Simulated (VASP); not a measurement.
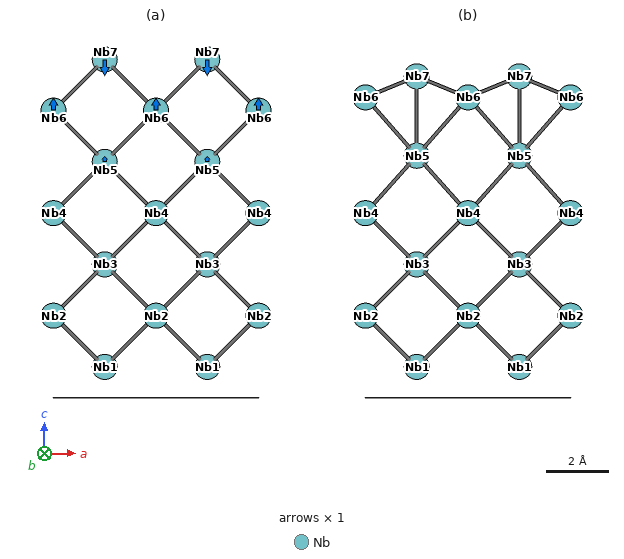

The structure of a slab of composition Nb before (left) and after (right) a relaxation, at one scale. The blue arrows give the displacements, at their true length.

A ball-and-stick model of the 2 × 2 repeat of the cell, outlined in the plane, without the vacuum, seen along the b axis.

The run lets the atoms move in a fixed cell. 3 atoms are held fixed.

The calculation used VASP 6.6.1, Kohn-Sham DFT of a periodic cell, RPBE, VASP PAW PBE potentials, recommended.

The input:
```
PREC = Accurate
ENCUT = 520
EDIFF = 1E-6
ISMEAR = -1
SIGMA = 0.05
LREAL = False
LASPH = True
NELM = 61
ALGO = Normal
ISIF = 2
LWAVE = False
LCHARG = False
LDIPOL = True
IDIPOL = 3
DIPOL = 0.5 0.5 0.500
GGA = RP
IBRION = 1
NSW = 30
EDIFFG = -0.005
POTIM = 5.0
```

Run as
```bash
cat potpaw_PBE.64/Nb_sv/POTCAR > POTCAR
mpirun -np 1 vasp_std > vasp.out
```

**What changed between the two?**

The run was cut off at its time limit before the relaxation converged, so the last structure is only a point on the way. The input was poor on purpose: ionic step far too long. After 1 geometry step the energy has risen by 1.435 eV per cell of the calculation. The largest force component goes from 1.1 to 8 eV/Å. The largest move is that of Nb7, 0.55 Å along the normal (−c). The lattice vectors keep their values. Some distances before and after: Nb5–Nb7 3.328 → 2.577 Å, Nb6–Nb7 2.882 → 2.450 Å, Nb5–Nb6 2.882 → 3.021 Å, Nb4–Nb5 2.882 → 3.002 Å. New bonds form, among them: Nb5–Nb7 (3.33 → 2.58 Å). Bond angles that change, for instance: Nb6–Nb7–Nb6 109.5° → 147.6°, Nb6–Nb7–Nb6 70.5° → 85.5°.
